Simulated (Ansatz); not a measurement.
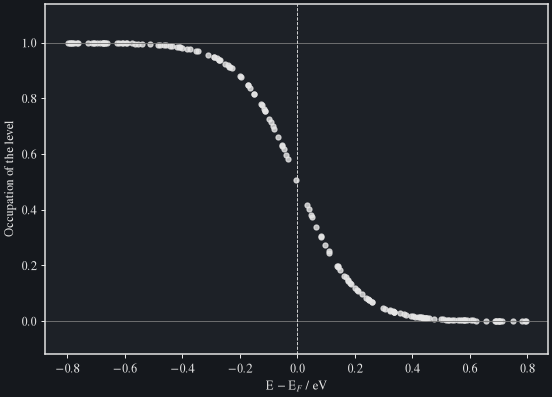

Occupations of the one-electron levels of the k mesh against their energy, from a run on CuO, space group C2/c (No. 15), 4 atoms in the cell, with Ansatz.

### Name the smearing function and its width.

Fermi-Dirac smearing with a width of 0.1 eV. The occupations stay between 0 and 1 and have long exponential tails; the slope at the Fermi level is 1/(4 × width).
